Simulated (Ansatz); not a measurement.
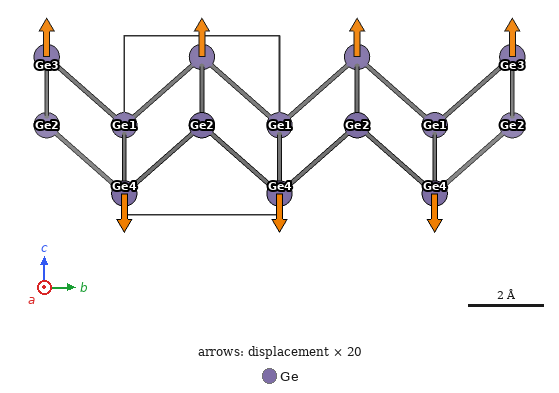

A relaxation of crystalline Ge (a generated structure, set up in P4/nmm). The starting structure is drawn; orange arrows show the displacements (the part carried along by the change of the cell is left out), 20 times their true length.

The picture is a ball-and-stick view of the cell of the calculation, repeated 1 × 2 × 1 with one cell outlined, seen along the a axis.

The calculation used DFT PBE, scalar-relativistic, plane waves, PAW in Ansatz. (plane-wave cutoff 420 eV; k-point mesh 12 × 12 × 10; occupations gaussian; smearing width 0.1 eV; no spin polarisation; cell and atoms relaxed; force threshold 0.01 eV/Å; at most 80 steps)

Describe the change and its energy.

Over 5 accepted moves (7 points after the start) the energy falls by 18.9 meV per cell of the calculation. Largest force component: 0.03 eV/Å at the start, 0.00024 eV/Å at the end. The pressure goes from −0.37 to 0.01 GPa. The line search rejected the trial step at point 4 of the run. At 1 point the geometry stayed and the basis and grid were re-selected for the new cell (energy shift of 0.3 meV per cell of the calculation at most each time). The largest moves relative to the cell, 0.053 Å, are those of Ge3 and Ge4. Ge4 goes along −c. Cell: a = b 4.155 → 4.278 Å (+3.0 %), c 4.793 → 4.416 Å (−7.9 %). Volume −2.3 %. Among the contacts that change: Ge1–Ge3 2.767 → 2.755 Å. Among the angles between lasting bonds that change: Ge3–Ge1–Ge3 97.3° → 101.8°, Ge1–Ge3–Ge2 64.1° → 66.6°, Ge3–Ge1–Ge4 115.9° → 113.4°. The space group stays P4/nmm (No. 129). The run took 110 s on 1 thread of Intel(R) Xeon(R) 6975P-C (Granite Rapids), with other jobs on the host, peak memory 0.67 GiB.
